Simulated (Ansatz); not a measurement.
## Energy of P along an even scaling of the cell

System: P (2 atoms in the cell).
Method: DFT, revPBE, plane waves (420 eV) with PAW, scalar-relativistic, no spin polarisation (Ansatz 0.2.0).

The 7 runs differ only in the geometry, by an even scaling of the cell at fixed fractional positions.

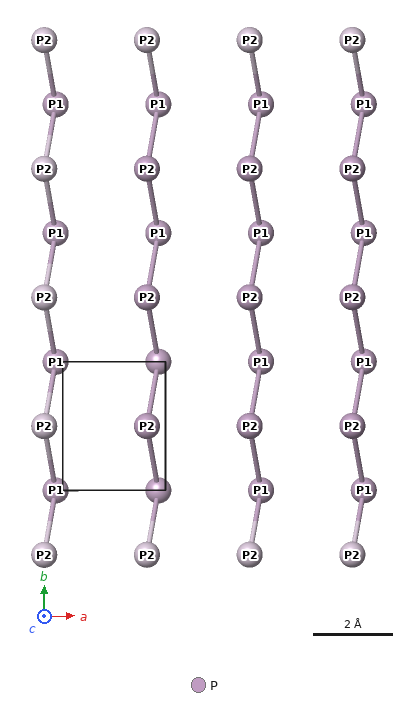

Figure 1. The structure of run 4 (ball-and-stick view of the reduced cell, repeated 3 × 3 × 1, along the c axis; neighbours outside the cell are drawn fainter; atoms are numbered from 1 in the order of the input).

## Input of run 4
```yaml
crystal:
  lattice:
    - [-4.6455734007, 5.0102825443, 1.3045305867]
    - [5.0102825443, -4.6455734007, 1.3045305867]
    - [2.2683108271, 2.2683108271, -0.6365651222]
  atoms:
    - { symbol: P, position: [0.9305374152, 0.0694625848, 1.0] }
    - { symbol: P, position: [0.8194625848, 0.1805374152, 0.5] }
hamiltonian:
  xc: revpbe
  pseudopotentials:
    kind: paw
    azcp:
      P: "pseudopotentials/P.paw.azcp"
basis:
  ecutwfc: 420
  fft_grid_basis: typed
kpoints:
  mp_grid: { grid: [14, 14, 11], shift: [0, 0, 0] }
magnetization:
  spin_polarized: false
scf:
  occupations: { method: fermi_dirac, width: 0.1 }
  lower_state_search: "off"
output:
  stress: true
```

Run 6 differs from it as follows:
```diff
-    - [-4.6455734007, 5.0102825443, 1.3045305867]
-    - [5.0102825443, -4.6455734007, 1.3045305867]
-    - [2.2683108271, 2.2683108271, -0.6365651222]
+    - [-4.7662912642, 5.1404775821, 1.3384295549]
+    - [5.1404775821, -4.7662912642, 1.3384295549]
+    - [2.3272541723, 2.3272541723, -0.6531066285]
```

## Results, with one run withheld

| run | volume per atom (Å³) | free energy per atom, from the lowest run given (meV) | pressure (GPa) |
| --- | --- | --- | --- |
| 1 | 26.130 | 80.60 | 8.10 |
| 2 | 27.318 | 33.14 | 4.82 |
| 3 | 28.506 | 7.64 | 2.15 |
| 4 | 29.693 | 0.00 | −0.02 |
| 5 | 30.881 | 6.88 | −1.78 |
| 6 | 32.069 | ? | ? |
| 7 | 33.257 | 53.88 | −4.38 |

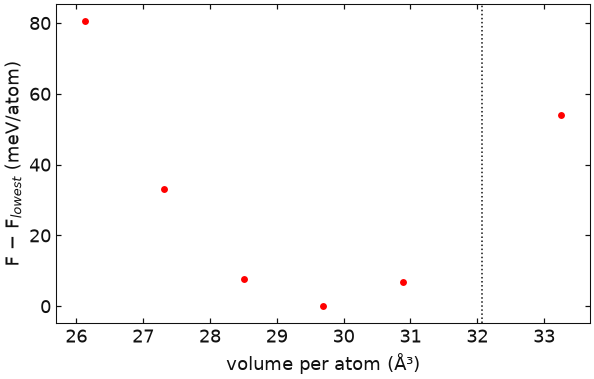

Figure 2. Free energy per atom of the runs given; the dotted line marks run 6.

Fit the runs given and predict run 6.

A cubic polynomial in V^(−2/3) (the Birch–Murnaghan form), fitted to the 6 runs given, misses them by at most 0.01 meV per atom. With x = V^(−2/3) − 0.10559 Å⁻², it reads F = 1.5501 + 2402.9 x + 9.3718e+05 x² + 5.9909e+05 x³ (meV per atom). At run 6 it gives 25.56 meV per atom, and the run itself gives 25.58. The slope of the fit gives a pressure −dF/dV of −3.21 GPa there, and the run prints −3.21 GPa. The fit has its minimum at 29.685 Å³ per atom, where V d²F/dV² gives 48.8 GPa. Cell shape and fractional positions are held, so this is the stiffness under even scaling; the relaxed bulk modulus wasn't computed.

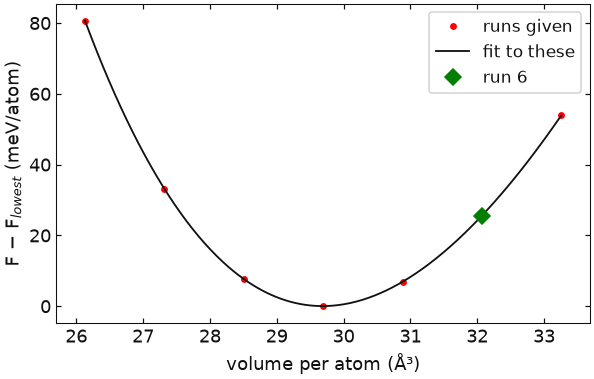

Figure 3. The fit and the withheld run.

## Output, shortened to warnings, some set-up lines, iterations and results (run 6)
```
Basis set: ecut = 420 eV, 1281 PW (Γ)
Symmetry: 4 space group operations
k-points: 582 of 2156
Initial density: superposition of atomic densities (neutral atoms: chi_scale 0, normalization atom), corrected by the library's trained network
[...]
SCF iter   1: F=—  HF=-1515.675062 eV  |F-HF|=—  |Δ(HF+E_count)|=         —  Δρ=2.40e-3  dr2=5.94e-3  ethr=1.77e-3  ⟨swp⟩=6.6  Hψ=47698  notcnv=0
SCF iter   2: F=—  HF=-1515.673941 eV  |F-HF|=—  |Δ(HF+E_count)|=   1.12e-3  Δρ=1.31e-3  dr2=2.78e-3  ethr=5.94e-5  ⟨swp⟩=2.7  Hψ=14948  notcnv=0
SCF iter   3: F=—  HF=-1515.673111 eV  |F-HF|=—  |Δ(HF+E_count)|=   8.30e-4  Δρ=2.92e-4  dr2=2.00e-4  ethr=2.78e-5  ⟨swp⟩=2.0  Hψ=7298  notcnv=0
SCF iter   4: F=—  HF=-1515.673062 eV  |F-HF|=—  |Δ(HF+E_count)|=   4.98e-5  Δρ=4.60e-5  dr2=2.01e-6  ethr=2.00e-6  ⟨swp⟩=2.4  Hψ=7745  notcnv=0
SCF iter   5: F=—  HF=-1515.673062 eV  |F-HF|=—  |Δ(HF+E_count)|=   7.97e-7  Δρ=7.21e-6  dr2=4.55e-8  ethr=2.01e-8  ⟨swp⟩=2.2  Hψ=8594  notcnv=0
SCF iter   6: F=-1515.673063 eV  HF=-1515.673063 eV  |F-HF|=7.49e-10  |Δ(HF+E_count)|=   5.80e-8  Δρ=8.08e-7  dr2=3.45e-10  ethr=4.55e-10  ⟨swp⟩=3.4  Hψ=21848  notcnv=0
SCF 1 converged in 6 iterations: F = -1515.673063 eV  dr2 = 3.45e-10
SCF converged after 6 iterations
Free energy (F): -1515.673063 eV
Harris-Foulkes:  -1515.673063 eV  (|F-HF|=7.49e-10)
Internal energy: -1515.660978 eV  (E = F + TS)
E sigma→0 (E₀):  -1515.667020 eV
Entropy (-TS):   -0.012085 eV (-6.042 meV/atom)
Fermi energy:    2.258703 eV
--- Per-component energies (eV) ---
  E_band       = -34.601591
  E_kinetic    = 135.182212
  E_local      = -415.624294  (includes V_loc(G=0)·N_el)
  E_nonlocal   = 66.424237
  E_hartree    = 155.911336
  E_xc         = -120.587711
  E_vxc        = -118.072251  (∫ρ·V_xc dr)
  E_paw        = -1142.935585  (= ΣΔE_a)
  E_vpaw       = -14.334105  (= ΣTr[D̂ρ^β])
  E_aug_tail   = 0.000007  (compensation charges beyond the density's cutoff)
  E_ewald      = -193.984316
  E_core_change = -0.046862  (= ΣΔE_core)
  E_smearing   = -0.012085  (= −TS)
  E_closure    = 0.000000  (closes the sum)
  Σ components = -1515.673063   (vs F -1515.673063, Δ=0.00e0)
--- Stress (GPa, compression-positive) ---
       -2.855540      -0.792264      -0.032112
       -0.792264      -2.855540      -0.032112
       -0.032112      -0.032112      -3.932551
  P = ⅓ Tr σ = -3.2145 GPa (-32.145 kbar)
```
